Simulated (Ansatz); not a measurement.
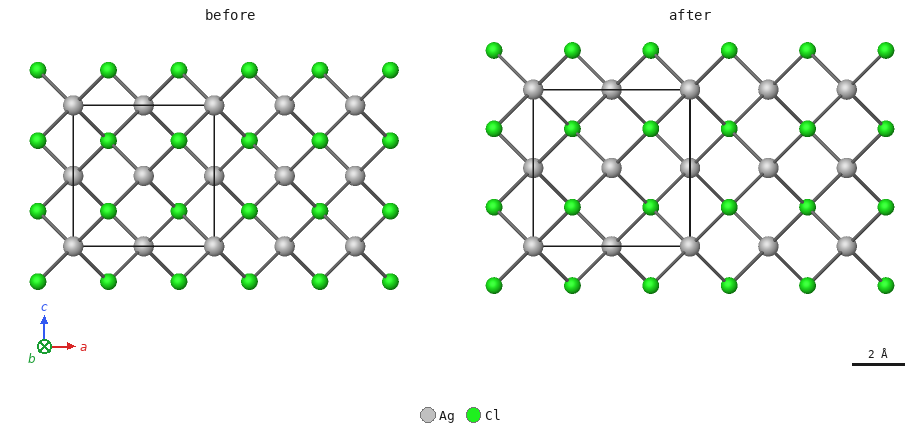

The structure of solid AgCl (built on the zincblende type) before (left) and after (right) a relaxation, at one scale.

The picture is a ball-and-stick view of the conventional cell (4 times the calculation's cell), repeated 2 × 1 × 1 with one cell outlined, seen along the b axis. Lengths and directions refer to the drawn axes.

Level of theory: DFT, PBE, plane waves, PAW in Ansatz 0.2.0.

Input
```yaml
crystal:
  lattice:
    - [0.0, 2.7242849802, 2.7242849802]
    - [2.7242849802, 0.0, 2.7242849802]
    - [2.7242849802, 2.7242849802, 0.0]
  atoms:
    - { symbol: Ag, position: [0.0, 0.0, 0.0] }
    - { symbol: Cl, position: [0.25, 0.25, 0.25] }
kpoints:
  mp_grid: { grid: [8, 8, 8] }
hamiltonian:
  xc: pbe
scf:
  occupations: { method: fermi_dirac, width: 0.02 }
relax:
  f_tol: 0.005
  cell: {}
```

Launched with:
```bash
ansatz run input.yaml --threads 2 --pin off --max-ram 2211MiB --backend cpu --events-out ev --progress --plain --runs-dir out
```

> What changed between the two?

No atom moves by more than 0.005 Å relative to the cell. The drawn cell changes as follows: a = b = c 5.449 → 6.059 Å (+11.2 %); the volume changes by +37.5 %. Among the contacts that change: Ag1–Cl2 2.359 → 2.624 Å. The space group stays F-43m (No. 216). After 6 accepted moves (8 points after the start) the energy has fallen by 370 meV per atom. All forces vanish by symmetry, so only the cell relaxes. Pressure: 21.59 GPa at the start and 0.00 GPa at the end. At 2 points the geometry stayed and the basis and grid were re-selected for the new cell (energy shift of 3.8 meV per atom at most each time). The run took 9.6 s on 2 threads of Arm Neoverse V1 (shared host), peak memory 0.33 GiB.
